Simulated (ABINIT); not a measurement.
Run report: Bi, single-point calculation (part 3 of 3)

Continued. System: Bi (P2/m, 2 atoms in the cell). Method: Kohn-Sham DFT of a periodic cell, LDA, PseudoDojo NC SR LDA v0.4.1 standard, no spin polarisation (ABINIT 10.8.3); cutoff 816.34 eV, 6×6×3 k-mesh, fermi-dirac of 0.05 eV. The structure derives from a Materials Project entry.

Geometry of the input (Å; fractional positions):
```
3.2384  0.0000  0.0000
0.0000  3.2216  0.0000
-0.0805  0.0000  6.4439
Bi 0.5442  0.0000  0.7496
Bi 0.4558  0.0000  0.2504
```

## Log, continued
```
 kpt#  17, nband= 19, wtk=  0.01852, kpt=  0.0000  0.0000  0.3333 (reduced coord)
  -0.65335   -0.65309   -0.65068   -0.64574   -0.64303   -0.64296   -0.64145   -0.64143
  -0.64063   -0.64051   -0.28883   -0.25511    0.05985    0.18989    0.31715    0.32058
   0.34602    0.35482    0.45501
      occupation numbers for kpt#  17
   2.00000    2.00000    2.00000    2.00000    2.00000    2.00000    2.00000    2.00000
   2.00000    2.00000    2.00000    2.00000    2.00000    1.69680    0.00000    0.00000
   0.00000    0.00000    0.00000
 kpt#  18, nband= 19, wtk=  0.01852, kpt=  0.1667  0.0000  0.3333 (reduced coord)
  -0.65207   -0.65138   -0.64927   -0.64480   -0.64392   -0.64295   -0.64210   -0.64146
  -0.64143   -0.64120   -0.27599   -0.24305    0.07399    0.19577    0.20481    0.24102
   0.33487    0.36871    0.48332
      occupation numbers for kpt#  18
   2.00000    2.00000    2.00000    2.00000    2.00000    2.00000    2.00000    2.00000
   2.00000    2.00000    2.00000    2.00000    2.00000    0.37275    0.00333    0.00000
   0.00000    0.00000    0.00000
 kpt#  19, nband= 19, wtk=  0.01852, kpt=  0.3333  0.0000  0.3333 (reduced coord)
  -0.65138   -0.64935   -0.64631   -0.64446   -0.64403   -0.64310   -0.64290   -0.64270
  -0.64120   -0.64049   -0.24267   -0.21059    0.06892    0.10625    0.11185    0.23645
   0.36916    0.38456    0.40289
      occupation numbers for kpt#  19
   2.00000    2.00000    2.00000    2.00000    2.00000    2.00000    2.00000    2.00000
   2.00000    2.00000    2.00000    2.00000    2.00000    2.00000    2.00000    0.00000
   0.00000    0.00000    0.00000
 kpt#  20, nband= 19, wtk=  0.01852, kpt=  0.5000  0.0000  0.3333 (reduced coord)
  -0.65122   -0.64883   -0.64704   -0.64516   -0.64384   -0.64367   -0.64268   -0.64166
  -0.64113   -0.63830   -0.21854   -0.18617    0.01325    0.04613    0.13333    0.26058
   0.34093    0.39125    0.42557
      occupation numbers for kpt#  20
   2.00000    2.00000    2.00000    2.00000    2.00000    2.00000    2.00000    2.00000
   2.00000    2.00000    2.00000    2.00000    2.00000    2.00000    2.00000    0.00000
   0.00000    0.00000    0.00000
 kpt#  21, nband= 19, wtk=  0.01852, kpt= -0.3333  0.0000  0.3333 (reduced coord)
  -0.65138   -0.64934   -0.64629   -0.64449   -0.64401   -0.64310   -0.64289   -0.64272
  -0.64119   -0.64051   -0.24336   -0.20957    0.07039    0.10359    0.10918    0.24104
   0.36842    0.39198    0.40394
      occupation numbers for kpt#  21
   2.00000    2.00000    2.00000    2.00000    2.00000    2.00000    2.00000    2.00000
   2.00000    2.00000    2.00000    2.00000    2.00000    2.00000    2.00000    0.00000
   0.00000    0.00000    0.00000
 kpt#  22, nband= 19, wtk=  0.01852, kpt= -0.1667  0.0000  0.3333 (reduced coord)
  -0.65208   -0.65138   -0.64925   -0.64482   -0.64388   -0.64296   -0.64213   -0.64149
  -0.64141   -0.64120   -0.27645   -0.24237    0.07199    0.19928    0.20669    0.23704
   0.33436    0.36942    0.48307
      occupation numbers for kpt#  22
   2.00000    2.00000    2.00000    2.00000    2.00000    2.00000    2.00000    2.00000
   2.00000    2.00000    2.00000    2.00000    2.00000    0.06558    0.00120    0.00000
   0.00000    0.00000    0.00000
 kpt#  23, nband= 19, wtk=  0.03704, kpt=  0.0000  0.1667  0.3333 (reduced coord)
  -0.65182   -0.65125   -0.64933   -0.64465   -0.64408   -0.64287   -0.64235   -0.64148
  -0.64135   -0.64132   -0.27601   -0.24243    0.07341    0.19988    0.20874    0.24009
   0.33142    0.36062    0.48359
      occupation numbers for kpt#  23
   2.00000    2.00000    2.00000    2.00000    2.00000    2.00000    2.00000    2.00000
   2.00000    2.00000    2.00000    2.00000    2.00000    0.04775    0.00039    0.00000
   0.00000    0.00000    0.00000
 kpt#  24, nband= 19, wtk=  0.03704, kpt=  0.1667  0.1667  0.3333 (reduced coord)
  -0.64928   -0.64915   -0.64902   -0.64426   -0.64399   -0.64381   -0.64238   -0.64234
  -0.64209   -0.64191   -0.26322   -0.23040    0.08753    0.20724    0.21845    0.22160
   0.25151    0.25690    0.49702
      occupation numbers for kpt#  24
   2.00000    2.00000    2.00000    2.00000    2.00000    2.00000    2.00000    2.00000
   2.00000    2.00000    2.00000    2.00000    2.00000    0.00089    0.00000    0.00000
   0.00000    0.00000    0.00000
 kpt#  25, nband= 19, wtk=  0.03704, kpt=  0.3333  0.1667  0.3333 (reduced coord)
  -0.64909   -0.64643   -0.64594   -0.64433   -0.64414   -0.64392   -0.64371   -0.64356
  -0.64208   -0.64041   -0.23002   -0.19799    0.08245    0.11979    0.12530    0.24887
   0.25545    0.28772    0.39699
      occupation numbers for kpt#  25
   2.00000    2.00000    2.00000    2.00000    2.00000    2.00000    2.00000    2.00000
   2.00000    2.00000    2.00000    2.00000    2.00000    2.00000    2.00000    0.00000
   0.00000    0.00000    0.00000
 kpt#  26, nband= 19, wtk=  0.03704, kpt=  0.5000  0.1667  0.3333 (reduced coord)
  -0.64908   -0.64668   -0.64609   -0.64495   -0.64483   -0.64474   -0.64368   -0.64203
  -0.64097   -0.63819   -0.20598   -0.17363    0.02669    0.05946    0.14678    0.27453
   0.27927    0.31337    0.35299
      occupation numbers for kpt#  26
   2.00000    2.00000    2.00000    2.00000    2.00000    2.00000    2.00000    2.00000
   2.00000    2.00000    2.00000    2.00000    2.00000    2.00000    2.00000    0.00000
   0.00000    0.00000    0.00000
 kpt#  27, nband= 19, wtk=  0.03704, kpt= -0.3333  0.1667  0.3333 (reduced coord)
  -0.64909   -0.64645   -0.64590   -0.64436   -0.64414   -0.64391   -0.64372   -0.64354
  -0.64208   -0.64042   -0.23070   -0.19698    0.08392    0.11709    0.12268    0.25116
   0.25694    0.28901    0.40420
      occupation numbers for kpt#  27
   2.00000    2.00000    2.00000    2.00000    2.00000    2.00000    2.00000    2.00000
   2.00000    2.00000    2.00000    2.00000    2.00000    2.00000    2.00000    0.00000
   0.00000    0.00000    0.00000
 kpt#  28, nband= 19, wtk=  0.03704, kpt= -0.1667  0.1667  0.3333 (reduced coord)
  -0.64928   -0.64913   -0.64903   -0.64428   -0.64399   -0.64377   -0.64241   -0.64231
  -0.64209   -0.64194   -0.26367   -0.22972    0.08553    0.20977    0.22028    0.22210
   0.24952    0.25574    0.50226
      occupation numbers for kpt#  28
   2.00000    2.00000    2.00000    2.00000    2.00000    2.00000    2.00000    2.00000
   2.00000    2.00000    2.00000    2.00000    2.00000    0.00022    0.00000    0.00000
   0.00000    0.00000    0.00000
 kpt#  29, nband= 19, wtk=  0.03704, kpt=  0.0000  0.3333  0.3333 (reduced coord)
  -0.65107   -0.64912   -0.64614   -0.64439   -0.64416   -0.64317   -0.64301   -0.64260
  -0.64179   -0.64017   -0.24215   -0.20883    0.07333    0.10725    0.10812    0.23943
   0.36603    0.38939    0.39588
      occupation numbers for kpt#  29
   2.00000    2.00000    2.00000    2.00000    2.00000    2.00000    2.00000    2.00000
   2.00000    2.00000    2.00000    2.00000    2.00000    2.00000    2.00000    0.00000
   0.00000    0.00000    0.00000
 kpt#  30, nband= 19, wtk=  0.03704, kpt=  0.1667  0.3333  0.3333 (reduced coord)
  -0.64890   -0.64635   -0.64600   -0.64421   -0.64415   -0.64400   -0.64387   -0.64329
  -0.64243   -0.64022   -0.22948   -0.19686    0.08692    0.12031    0.12194    0.24676
   0.25284    0.29033    0.40221
      occupation numbers for kpt#  30
   2.00000    2.00000    2.00000    2.00000    2.00000    2.00000    2.00000    2.00000
   2.00000    2.00000    2.00000    2.00000    2.00000    2.00000    2.00000    0.00000
   0.00000    0.00000    0.00000
 kpt#  31, nband= 19, wtk=  0.03704, kpt=  0.3333  0.3333  0.3333 (reduced coord)
  -0.64690   -0.64620   -0.64593   -0.64570   -0.64486   -0.64421   -0.64387   -0.64058
  -0.64045   -0.64014   -0.19648   -0.16450    0.11673    0.12089    0.15273    0.15425
   0.15928    0.28572    0.39730
      occupation numbers for kpt#  31
   2.00000    2.00000    2.00000    2.00000    2.00000    2.00000    2.00000    2.00000
   2.00000    2.00000    2.00000    2.00000    2.00000    2.00000    2.00000    2.00000
   2.00000    0.00000    0.00000
 kpt#  32, nband= 19, wtk=  0.03704, kpt=  0.5000  0.3333  0.3333 (reduced coord)
  -0.64725   -0.64710   -0.64685   -0.64566   -0.64499   -0.64491   -0.64379   -0.64013
  -0.63821   -0.63758   -0.17248   -0.14003    0.06027    0.09251    0.14450    0.17537
   0.18146    0.30974    0.34927
      occupation numbers for kpt#  32
   2.00000    2.00000    2.00000    2.00000    2.00000    2.00000    2.00000    2.00000
   2.00000    2.00000    2.00000    2.00000    2.00000    2.00000    2.00000    1.99987
   1.99637    0.00000    0.00000
 kpt#  33, nband= 19, wtk=  0.03704, kpt= -0.3333  0.3333  0.3333 (reduced coord)
  -0.64688   -0.64619   -0.64592   -0.64572   -0.64485   -0.64424   -0.64386   -0.64059
  -0.64045   -0.64014   -0.19716   -0.16350    0.11810    0.12015    0.15078    0.15430
   0.15712    0.29032    0.39916
      occupation numbers for kpt#  33
   2.00000    2.00000    2.00000    2.00000    2.00000    2.00000    2.00000    2.00000
   2.00000    2.00000    2.00000    2.00000    2.00000    2.00000    2.00000    2.00000
   2.00000    0.00000    0.00000
 kpt#  34, nband= 19, wtk=  0.03704, kpt= -0.1667  0.3333  0.3333 (reduced coord)
  -0.64888   -0.64637   -0.64601   -0.64424   -0.64411   -0.64396   -0.64386   -0.64330
  -0.64245   -0.64022   -0.22993   -0.19618    0.08640    0.11985    0.12119    0.25024
   0.25475    0.28637    0.40025
      occupation numbers for kpt#  34
   2.00000    2.00000    2.00000    2.00000    2.00000    2.00000    2.00000    2.00000
   2.00000    2.00000    2.00000    2.00000    2.00000    2.00000    2.00000    0.00000
   0.00000    0.00000    0.00000
 kpt#  35, nband= 19, wtk=  0.01852, kpt=  0.0000  0.5000  0.3333 (reduced coord)
  -0.65088   -0.64857   -0.64716   -0.64507   -0.64400   -0.64384   -0.64281   -0.64143
  -0.64137   -0.63800   -0.21707   -0.18383    0.01375    0.04725    0.13229    0.26546
   0.33767    0.38896    0.41908
      occupation numbers for kpt#  35
   2.00000    2.00000    2.00000    2.00000    2.00000    2.00000    2.00000    2.00000
   2.00000    2.00000    2.00000    2.00000    2.00000    2.00000    2.00000    0.00000
   0.00000    0.00000    0.00000
 kpt#  36, nband= 19, wtk=  0.01852, kpt=  0.1667  0.5000  0.3333 (reduced coord)
  -0.64877   -0.64705   -0.64583   -0.64509   -0.64504   -0.64474   -0.64361   -0.64216
  -0.64074   -0.63791   -0.20450   -0.17190    0.02722    0.05989    0.14631    0.27485
   0.27697    0.31621    0.35034
      occupation numbers for kpt#  36
   2.00000    2.00000    2.00000    2.00000    2.00000    2.00000    2.00000    2.00000
   2.00000    2.00000    2.00000    2.00000    2.00000    2.00000    2.00000    0.00000
   0.00000    0.00000    0.00000
 kpt#  37, nband= 19, wtk=  0.01852, kpt=  0.3333  0.5000  0.3333 (reduced coord)
  -0.64722   -0.64693   -0.64668   -0.64656   -0.64475   -0.64454   -0.64410   -0.64019
  -0.63808   -0.63733   -0.17153   -0.13942    0.06038    0.09175    0.14111    0.17706
   0.18381    0.31154    0.34624
      occupation numbers for kpt#  37
   2.00000    2.00000    2.00000    2.00000    2.00000    2.00000    2.00000    2.00000
   2.00000    2.00000    2.00000    2.00000    2.00000    2.00000    2.00000    1.99967
   1.98703    0.00000    0.00000
 kpt#  38, nband= 19, wtk=  0.01852, kpt=  0.5000  0.5000  0.3333 (reduced coord)
  -0.64817   -0.64791   -0.64699   -0.64664   -0.64487   -0.64466   -0.64417   -0.63869
  -0.63600   -0.63591   -0.14731   -0.11455    0.08285    0.08349    0.11373    0.11499
   0.20299    0.30030    0.33517
      occupation numbers for kpt#  38
   2.00000    2.00000    2.00000    2.00000    2.00000    2.00000    2.00000    2.00000
   2.00000    2.00000    2.00000    2.00000    2.00000    2.00000    2.00000    2.00000
   0.00893    0.00000    0.00000
 kpt#  39, nband= 19, wtk=  0.01852, kpt= -0.3333  0.5000  0.3333 (reduced coord)
  -0.64721   -0.64691   -0.64671   -0.64654   -0.64475   -0.64453   -0.64413   -0.64020
  -0.63809   -0.63731   -0.17221   -0.13842    0.05961    0.09287    0.14249    0.17386
   0.18194    0.31606    0.34813
      occupation numbers for kpt#  39
   2.00000    2.00000    2.00000    2.00000    2.00000    2.00000    2.00000    2.00000
   2.00000    2.00000    2.00000    2.00000    2.00000    2.00000    2.00000    1.99994
   1.99529    0.00000    0.00000
 kpt#  40, nband= 19, wtk=  0.01852, kpt= -0.1667  0.5000  0.3333 (reduced coord)
  -0.64875   -0.64705   -0.64584   -0.64513   -0.64500   -0.64474   -0.64357   -0.64217
  -0.64078   -0.63789   -0.20494   -0.17123    0.02670    0.06064    0.14433    0.27802
   0.27916    0.31238    0.34827
      occupation numbers for kpt#  40
   2.00000    2.00000    2.00000    2.00000    2.00000    2.00000    2.00000    2.00000
   2.00000    2.00000    2.00000    2.00000    2.00000    2.00000    2.00000    0.00000
   0.00000    0.00000    0.00000
 Total charge density [el/Bohr^3]
)     Maximum=    9.2690E-01  at reduced coord.    0.4063    0.0000    0.7500
)Next maximum=    9.2690E-01  at reduced coord.    0.5938    0.0000    0.2500
)     Minimum=    1.4868E-03  at reduced coord.    0.4688    0.0000    0.2500
)Next minimum=    1.4868E-03  at reduced coord.    0.5313    0.0000    0.7500
   Integrated=    3.0000E+01

--- !EnergyTerms
iteration_state     : {dtset: 1, }
comment             : Components of total free energy in Hartree
kinetic             :  7.80332096737170E+01
hartree             :  3.39196506463227E+01
xc                  : -4.27995283847441E+01
Ewald energy        : -1.04723128671906E+02
psp_core            :  5.64816978975119E+00
local_psp           : -1.03738342784492E+02
non_local_psp       : -3.01828719266052E+01
internal            : -1.63842841657957E+02
'-kT*entropy'       : -1.97759011234652E-04
total_energy        : -1.63843039416968E+02
total_energy_eV     : -4.45839622929060E+03
band_energy         : -1.30956678354709E+01
...

 Cartesian components of stress tensor (hartree/bohr^3)
  sigma(1 1)=  7.12136746E-05  sigma(3 2)=  0.00000000E+00
  sigma(2 2)=  5.51358586E-05  sigma(3 1)= -4.50247281E-06
  sigma(3 3)=  6.16932735E-05  sigma(2 1)=  0.00000000E+00

-Cartesian components of stress tensor (GPa)         [Pressure= -1.8441E+00 GPa]
- sigma(1 1)=  2.09517864E+00  sigma(3 2)=  0.00000000E+00
- sigma(2 2)=  1.62215296E+00  sigma(3 1)= -1.32467324E-01
- sigma(3 3)=  1.81507877E+00  sigma(2 1)=  0.00000000E+00

== END DATASET(S) ==============================================================
================================================================================

 -outvars: echo values of variables after computation  --------
            acell      1.8897261259E+00  1.8897261259E+00  1.8897261259E+00 Bohr
           etotal     -1.6384303942E+02
            fcart     -1.6715680727E-03 -0.0000000000E+00  3.0569367181E-04
                       1.6715680727E-03 -0.0000000000E+00 -3.0569367181E-04
            rprim      3.2383762460E+00  0.0000000000E+00  0.0000000000E+00
                       0.0000000000E+00  3.2216433200E+00  0.0000000000E+00
                      -8.0454879300E-02  0.0000000000E+00  6.4438887882E+00
           strten      7.1213674621E-05  5.5135858577E-05  6.1693273504E-05
                       0.0000000000E+00 -4.5024728112E-06  0.0000000000E+00
           xangst      1.7021701677E+00  0.0000000000E+00  4.8301965613E+00
                       1.4557511990E+00  0.0000000000E+00  1.6136922269E+00
             xred      5.4424725000E-01  0.0000000000E+00  7.4957789000E-01
                       4.5575275000E-01  0.0000000000E+00  2.5042211000E-01
 Calculation completed.
```

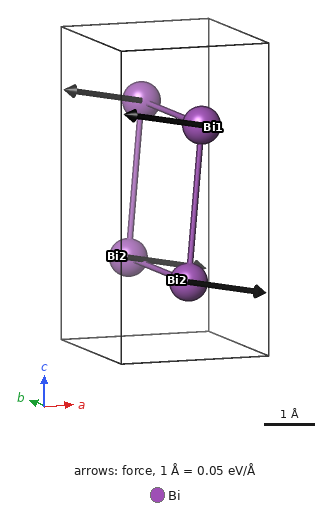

Figure 1. Forces on the atoms as black arrows (ball-and-stick view of the cell of the calculation, seen slightly off an axis; atoms are numbered from 1 in the order of the input). The largest act on Bi1, Bi2 (0.09 eV/Å). The geometry is not a stationary point of this energy.

## Key numbers

| quantity | value |
| --- | --- |
| outcome | converged |
| space group (tolerance 0.01 Å) | P2/m (10) |
| electrons treated | 30 |
| free energy | −4458.3962 eV |
| Fermi energy | 5.253 eV |
| gap on the k-point mesh | none (metallic) |
| pressure | −1.84 GPa |
| largest force (length of the vector) | 0.087 eV/Å |
| hardware | 4 threads of Arm Neoverse V1, 24 GiB of memory available, shared host |
| wall time | 18 s (CPU time 73 s) |
| peak memory | 0.28 GiB |

## Notes

Spin–orbit coupling is left out, which matters for Bi.
